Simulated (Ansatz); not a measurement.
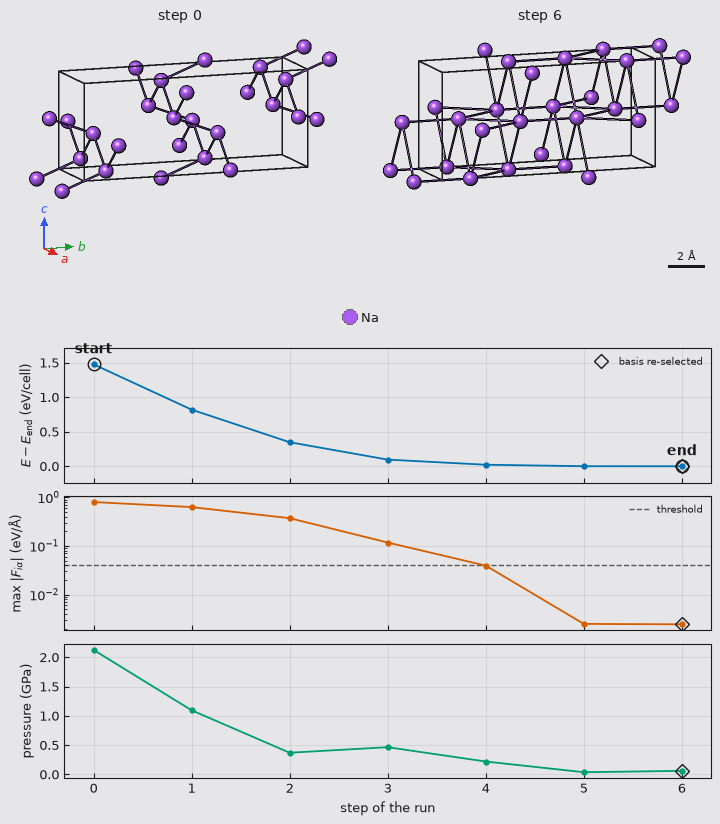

First and last geometry of a relaxation of solid Na (built on the black phosphorus_64 type) (coarse preliminary run), with the history of the run. The picture is a ball-and-stick view of the conventional cell (2 times the calculation's cell), seen slightly off an axis. Lengths and directions refer to the drawn axes.

Case: black phosphorus type (Cmce, No. 64).

Theory: DFT PBE, scalar-relativistic, plane waves, PAW (Ansatz 0.2.0). Set-up: plane-wave cutoff 420 eV; k-point mesh 4 × 4 × 4; occupations gaussian; smearing width 0.1 eV; no spin polarisation; cell and atoms relaxed; force threshold 0.04 eV/Å; at most 70 steps.

Question: What do the curves and the structures tell?

Answer: It converged. The energy falls by 1.476 eV per cell of the calculation in 5 accepted moves (6 points after the start). The largest force component goes from 0.8 to 0.0024 eV/Å. Pressure: 2.13 GPa at the start and 0.06 GPa at the end. At 1 point the geometry stayed and the basis and grid were re-selected for the new cell (energy shift of 0.7 meV per cell of the calculation at most each time). The largest moves relative to the cell, 0.71 Å, are those of Na atoms. Cell: a 4.191 → 3.898 Å (−7.0 %), b 13.295 → 12.653 Å (−4.8 %), c 5.546 → 6.126 Å (+10.5 %). Volume −2.2 %. Some distances before and after: Na–Na 4.661 → 3.549 Å, Na–Na 2.746 → 3.633 Å, Na–Na 4.314 → 3.629 Å, Na–Na 2.791 → 3.361 Å. New bonds form: Na–Na (4.66 → 3.55 Å). Among the angles between lasting bonds that change: Na–Na–Na 99.5° → 64.9°, Na–Na–Na 103.4° → 90.0°. The space group (tolerance 0.01 Å) goes from Cmce (No. 64) to Fmmm (No. 69).

```csv
step,"E − E(0), meV/atom","largest force component, eV/Å","pressure, GPa","volume, Å³/atom",note
0,0.00,0.7996,2.13,38.629,
1,-164.04,0.6291,1.10,38.340,
2,-281.99,0.3724,0.37,38.291,
3,-344.99,0.1177,0.47,36.156,
4,-363.51,0.0394,0.22,37.019,
5,-368.86,0.0025,0.04,37.775,
6,-369.03,0.0024,0.06,37.775,"same geometry, new basis"
```
